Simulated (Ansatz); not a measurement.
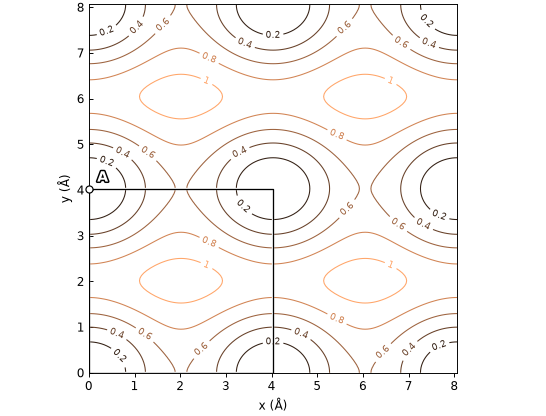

H on a Ge(100) slab cut from the Fd-3m phase, its upper half relaxed before the scan (4 atoms of substrate and one adsorbate in a 1 × 1 cell). 
- H is moved over the surface cell at a fixed height above a rigid substrate; the origin of the map has the adsorbate above Ge4; the height is held at 2.50 Å.
- Places are given modulo a cell vector. The map is drawn in real space over the plane of the surface.
- The grid has 8 × 8 points; 25 points were computed and 39 follow by symmetry.
- All energies are given in eV relative to the lowest grid point.
- The runs have no spin polarisation, so an open-shell adsorbate far from the surface lies too high. With one adsorbate in each 1 × 1 cell, its nearest image is 4.0 Å away, so neighbouring adsorbates interact. At a fixed height the lowest place need not be the adsorption site.
- Method: Ansatz, DFT PBE+D3(BJ), scalar-relativistic, plane waves, PAW. Settings: cutoff 420 eV, k-mesh 7×7×1, gaussian smearing 0.1 eV, no spin polarisation.

In the figure: contour lines labelled in eV, the outline of one cell of the 2 × 2 shown, the point A. Between grid points the surface is interpolated.

Question: What is the easiest way out of the well at A, and how high is the barrier?

Answer: The easiest path leads from the well at the top site over a surface Ge atom, (0/8, 0/8) of the cell vectors to its copy one period on. Its highest point lies about 0.61 eV above the bottom of the first well on the interpolated surface, at a bridge site between two Ge atoms, (4/8, 0/8) of the cell vectors. This is the barrier on the constrained surface; relaxing the other coordinates would change it.

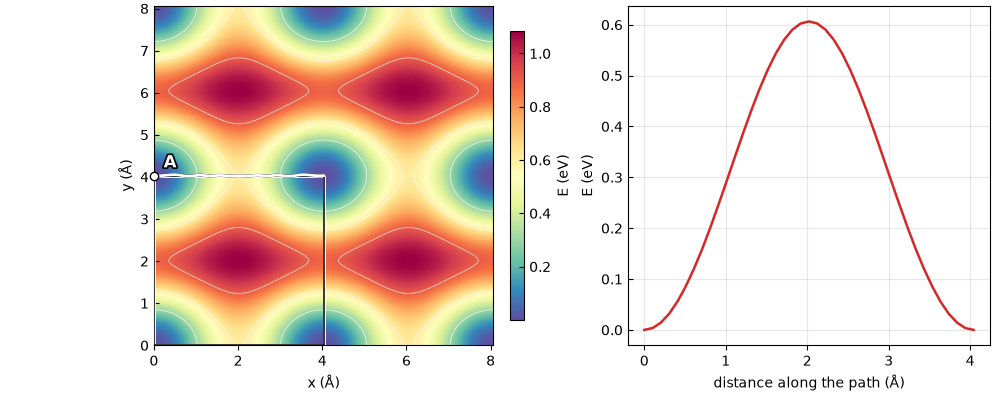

The picture shows a smooth colour map with a few white contour lines, a line along the lowest path, the outline of one cell of the 2 × 2 shown, the energy along the path at the right. Between grid points the surface is interpolated.

PAW datasets: the set soft_1.
